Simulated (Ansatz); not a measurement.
# V in Ta(100), 2x2: scattering by a point defect, part 3 of 3

How strong a scatterer is V in Ta(100), 2x2, and does relaxation matter?

Ansatz 0.2.0; Ansatz plane-wave DFT, PBE, PAW files, collinear spin; ballistic transport by layer matching (Landauer), zero bias; PAW set soft_1 (the session's first sound run).

So far, resistivity per at.% scaled from this dense plane, with the factor 3/4 for isotropic scattering (µΩ cm): step 3 (resistance at ideal sites) 0.106.

**5. Transmission after relaxation, relaxed yes**

The transmission is solved again on the relaxed atoms.

This step: Ansatz plane-wave DFT, PBE, PAW files, collinear spin; ballistic transport by layer matching (Landauer), zero bias; PAW set soft_1 (Ansatz 0.2.0).

Input file input.yaml:

```yaml
crystal:
  lattice:
    - [6.60512, 0.0, 0.0]
    - [0.0, 6.60512, 0.0]
    - [0.0, 0.0, 29.72304]
  atoms:
    - { symbol: Ta, position: [0.0, 0.0, 0.0277777778] }
    - { symbol: Ta, position: [0.0, 0.5, 0.0277777778] }
    - { symbol: Ta, position: [0.5, 0.0, 0.0277777778] }
    - { symbol: Ta, position: [0.5, 0.5, 0.0277777778] }
    - { symbol: Ta, position: [0.25, 0.25, 0.0833333333] }
    - { symbol: Ta, position: [0.25, 0.75, 0.0833333333] }
    - { symbol: Ta, position: [0.75, 0.25, 0.0833333333] }
    - { symbol: Ta, position: [0.75, 0.75, 0.0833333333] }
    - { symbol: Ta, position: [0.0, 0.0, 0.1388888889] }
    - { symbol: Ta, position: [0.0, 0.5, 0.1388888889] }
    - { symbol: Ta, position: [0.5, 0.0, 0.1388888889] }
    - { symbol: Ta, position: [0.5, 0.5, 0.1388888889] }
    - { symbol: Ta, position: [0.25, 0.25, 0.1944444444] }
    - { symbol: Ta, position: [0.25, 0.75, 0.1944444444] }
    - { symbol: Ta, position: [0.75, 0.25, 0.1944444444] }
    - { symbol: Ta, position: [0.75, 0.75, 0.1944444444] }
    - { symbol: Ta, position: [0.0, 0.0, 0.25] }
    - { symbol: Ta, position: [0.0, 0.5, 0.25] }
    - { symbol: Ta, position: [0.5, 0.0, 0.25] }
    - { symbol: Ta, position: [0.5, 0.5, 0.25] }
    - { symbol: Ta, position: [0.25, 0.25, 0.3058864799] }
    - { symbol: Ta, position: [0.25, 0.75, 0.3059611305] }
    - { symbol: Ta, position: [0.75, 0.25, 0.3059611305] }
    - { symbol: Ta, position: [0.75, 0.75, 0.3059542096] }
    - { symbol: Ta, position: [-0.0002455558, -0.0002455558, 0.361794608] }
    - { symbol: Ta, position: [-0.0002455558, 0.5002455558, 0.361794608] }
    - { symbol: Ta, position: [0.5002455558, -0.0002455558, 0.361794608] }
    - { symbol: Ta, position: [0.5002455558, 0.5002455558, 0.361794608] }
    - { symbol: Ta, position: [0.25, 0.25, 0.4172404443] }
    - { symbol: Ta, position: [0.25, 0.75, 0.4174518655] }
    - { symbol: Ta, position: [0.75, 0.25, 0.4174518655] }
    - { symbol: Ta, position: [0.75, 0.75, 0.4179802295] }
    - { symbol: Ta, position: [0.0035276826, 0.0035276826, 0.4735041536] }
    - { symbol: Ta, position: [0.0035276826, 0.4964723174, 0.4735041536] }
    - { symbol: Ta, position: [0.4964723174, 0.0035276826, 0.4735041536] }
    - { symbol: Ta, position: [0.4964723174, 0.4964723174, 0.4735041536] }
    - { symbol: V, position: [0.25, 0.25, 0.5279232868], spin: 1.0 }
    - { symbol: Ta, position: [0.25, 0.75, 0.5279263957] }
    - { symbol: Ta, position: [0.75, 0.25, 0.5279263957] }
    - { symbol: Ta, position: [0.75, 0.75, 0.5279320409] }
    - { symbol: Ta, position: [0.0035415724, 0.0035415724, 0.5823653553] }
    - { symbol: Ta, position: [0.0035415724, 0.4964584276, 0.5823653553] }
    - { symbol: Ta, position: [0.4964584276, 0.0035415724, 0.5823653553] }
    - { symbol: Ta, position: [0.4964584276, 0.4964584276, 0.5823653553] }
    - { symbol: Ta, position: [0.25, 0.25, 0.6386367108] }
    - { symbol: Ta, position: [0.25, 0.75, 0.6384071428] }
    - { symbol: Ta, position: [0.75, 0.25, 0.6384071428] }
    - { symbol: Ta, position: [0.75, 0.75, 0.6378642026] }
    - { symbol: Ta, position: [-0.0003137712, -0.0003137712, 0.6940607954] }
    - { symbol: Ta, position: [-0.0003137712, 0.5003137712, 0.6940607954] }
    - { symbol: Ta, position: [0.5003137712, -0.0003137712, 0.6940607954] }
    - { symbol: Ta, position: [0.5003137712, 0.5003137712, 0.6940607954] }
    - { symbol: Ta, position: [0.25, 0.25, 0.75] }
    - { symbol: Ta, position: [0.25, 0.75, 0.75] }
    - { symbol: Ta, position: [0.75, 0.25, 0.75] }
    - { symbol: Ta, position: [0.75, 0.75, 0.75] }
    - { symbol: Ta, position: [0.0, 0.0, 0.8055555556] }
    - { symbol: Ta, position: [0.0, 0.5, 0.8055555556] }
    - { symbol: Ta, position: [0.5, 0.0, 0.8055555556] }
    - { symbol: Ta, position: [0.5, 0.5, 0.8055555556] }
    - { symbol: Ta, position: [0.25, 0.25, 0.8611111111] }
    - { symbol: Ta, position: [0.25, 0.75, 0.8611111111] }
    - { symbol: Ta, position: [0.75, 0.25, 0.8611111111] }
    - { symbol: Ta, position: [0.75, 0.75, 0.8611111111] }
    - { symbol: Ta, position: [0.0, 0.0, 0.9166666667] }
    - { symbol: Ta, position: [0.0, 0.5, 0.9166666667] }
    - { symbol: Ta, position: [0.5, 0.0, 0.9166666667] }
    - { symbol: Ta, position: [0.5, 0.5, 0.9166666667] }
    - { symbol: Ta, position: [0.25, 0.25, 0.9722222222] }
    - { symbol: Ta, position: [0.25, 0.75, 0.9722222222] }
    - { symbol: Ta, position: [0.75, 0.25, 0.9722222222] }
    - { symbol: Ta, position: [0.75, 0.75, 0.9722222222] }
magnetization:
  spin_polarized: true
kpoints:
  mp_grid: { grid: [4, 4, 1] }
hamiltonian:
  xc: pbe
  pseudopotentials: { kind: paw, azcp: { folder: soft_1 } }
scf:
  occupations: { method: fermi_dirac, width: 0.1 }
output:
  transmission: { leads: [[0, 4]], kmesh: [8, 8], e_range: [-0.05, 0.05], de: 0.05 }
  write_potential: true
  write_density: true
  volumetric_format: npy
```

Launch:

```sh
ansatz run input.yaml --threads 8 --pin off --max-ram 15360MiB --backend cpu --events-out ev --progress --plain --runs-dir out
```

Numbers of over 12 decimals in the logs are rounded to 6 here.

Log:

```text
[...]
Crystal: 72 atoms, lattice volume = 1296.745 Å³
Basis set: ecut = 420 eV, 25307 PW (Γ)
Bands: 563, of which v1, the nominal top of the filled ones, is band 468 counted from 1 (467 counted from 0)
Symmetry: 8 space group operations
[...]
k-points: 6 of 16
[...]
Starting moments: Σ|m| = 1 μB on 1 of 72 sites
[...]
SCF iter  15: F=-708173.139181 eV  HF=-708173.139181 eV  |F-HF|=7.82e-8  |Δ(HF+E_count)|=   2.56e-9  Δρ=6.18e-7 (↑6.18e-7 ↓6.15e-7)  dr2=8.03e-8  dr2_m=5.46e-11  M=0.000 μB ∫|m|=0.000 μB  ethr=1.87e-12  ⟨swp⟩=10.6  Hψ=22646  notcnv=0
SCF 1 converged in 15 iterations: F = -708173.139181 eV  dr2 = 8.03e-8
[...]
transmission: 162 of 1620 steps passed
transmission: 324 of 1620 steps passed
[...]
transmission: 1620 of 1620 steps passed
SCF converged after 15 iterations
Magnetization: 0.0001 μB (468.0000 up, 468.0000 down)
Absolute magnetization: 0.0001 μB (∫|ρ↑−ρ↓|, with the PAW one-centre terms)
[...]
Per-site moments (μB) at R_I (Å): [(2.423263200859394e-7, 1.179792), (2.4232631996132836e-7, 1.179792), (2.423263199680754e-7, 1.179792), (2.4232632011271316e-7, 1.179792), (2.2287215033871042e-7, 1.179792), (2.6749787305001946e-7, 1.179792), (2.6749787292285546e-7, 1.179792), (2.625870123194055e-7, 1.179792), (2.612836494920014e-7, 1.179792), (2.6128364937708755e-7, 1.179792), (2.612836494018847e-7, 1.179792), (2.61 [...]
Free energy (F): -708173.139181 eV
[...]
Internal energy: -708169.997476 eV  (E = F + TS)
E sigma→0 (E₀):  -708171.568329 eV
Entropy (-TS):   -3.141705 eV (-43.635 meV/atom)
Fermi energy:    18.427327 eV
[...]
--- Band table (eV; the first three rows and the last of 12) ---
  k-point 0 ↑: bands = [... 464 lower, 19.0502, 19.0991, 19.0991, 19.1002, 19.1002, 19.1063, 19.1063, 19.1095, ... 91 higher]
  k-point 1 ↑: bands = [... 464 lower, 18.7053, 18.7074, 18.7537, 18.7563, 18.7628, 18.7827, 18.8536, 18.8544, ... 91 higher]
  k-point 2 ↑: bands = [... 464 lower, 18.2224, 18.2297, 18.3729, 18.3776, 18.3815, 18.3944, 18.5081, 18.5288, ... 91 higher]
  k-point 5 ↓: bands = [... 464 lower, 17.7363, 17.7780, 17.7922, 17.7922, 17.8495, 17.8881, 17.8907, 17.9025, ... 91 higher]
--- Transmission ---
  basis      : 377 plane waves across, 54 finite elements along
  points     : 15, standing for a mesh of 8 x 8
[...]
channels       : 1.048438e1 up, 1.048438e1 down
[...]
junction   : crystal 0 to crystal 0, 0.95 to 29.02 Å
    transmission   : 9.972604e0 up, 9.972602e0 down
[...]
```

Run time: 15 min. Hardware: 8 threads of Arm Neoverse V2, shared host; peak memory 9.1 GiB; 1.7 h of CPU time.

Numbers from this step:

```
free energy                  : -708173.1392 eV
energy at zero smearing      : -708171.5683 eV
transmission, spin up        : 9.973
transmission, spin down      : 9.973
step of the lead's potential : 1 meV
```

Per spin. Transmission, zone mean, T up = T down against energy, zero at the Fermi level:

| energy (eV) | transmission, zone mean, T up = T down |
| --- | --- |
| -0.0500 | 9.96 |
| 0.0000 | 9.97 |
| 0.0500 | 9.43 |

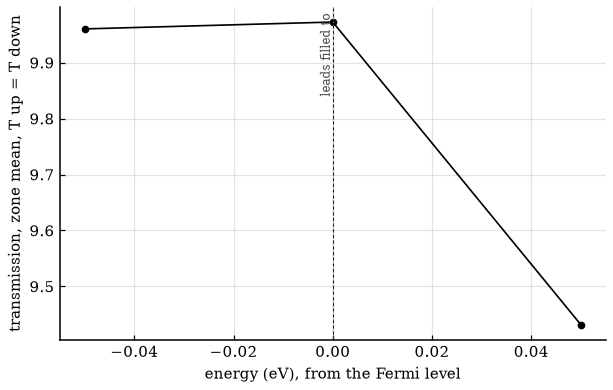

Transmission, zone mean, T up = T down, plotted against energy.

Nearest the Fermi level spin up passes 9.97 of 10.5 channels of the lower lead and spin down 9.97 of 10.5.

**6. Resistance after relaxation**

This step: Ansatz plane-wave DFT, PBE, PAW files, collinear spin; ballistic transport by layer matching (Landauer), zero bias; area resistance of the defect plane and resistivity an atomic per cent; PAW set soft_1 (Ansatz 0.2.0).

This step gave:

- area resistance: 0.02396 fΩ m²
- T over the leads' mean channel count: 0.9583
- spin asymmetry γ: 4.09e-6 (R down - R up) / (R down + R up)
- resistivity per at.% scaled from this dense plane, with the factor 3/4 for isotropic scattering: 0.4353 µΩ cm

Averaged over the energies near the Fermi level, 95.8 % of the channels pass, which makes 0.0240 fΩ m², against 0.00582 on ideal sites.

**7. Summary of results**

```yaml
share_of_channels_that_pass_rigid: 0.990
area_resistance_rigid: 0.00582 fΩ m²
resistivity_per_at_from_the_area_resistance_times_3_over_4_rigid: 0.106 µΩ cm
share_of_channels_that_pass_relaxed: 0.958
area_resistance_relaxed: 0.0240 fΩ m²
resistivity_per_at_from_the_area_resistance_times_3_over_4_relaxed: 0.435 µΩ cm
```

The plane of defects adds 0.024 fΩ m². Scaled to one atomic per cent that is 0.58 µΩ cm as it stands and 0.44 with the factor 3/4 for isotropic scattering on a spherical Fermi surface. These are rough estimates of the dilute value, not bounds. One V in each 2x2 cell reflects 4.2 % of the lead's channels. The relaxed cell differs by 312 % in resistance; between the two runs the lead's own channel count goes from 20.4 to 20.4, so the change comes from the moved atoms. The run was started with a moment but lost it, so both spins scatter alike. The defects form a dense periodic sheet that scatters coherently, unlike a dilute random alloy. T and N are means over the solved energies nearest the Fermi level. Spin-orbit coupling is left out, which matters for Ta. One magnetic start was tried, and the two spins conduct in parallel without mixing.

[Logs are printed without paths, hosts, clocks, repeated set-up lines and the standing remarks that a program may print on its own settings, such as how far it seeks lower states.]

[Hosts, paths, dates, database ids (printed as entryN), source tags and the programs' standing remarks are cut or masked in the printed files.]
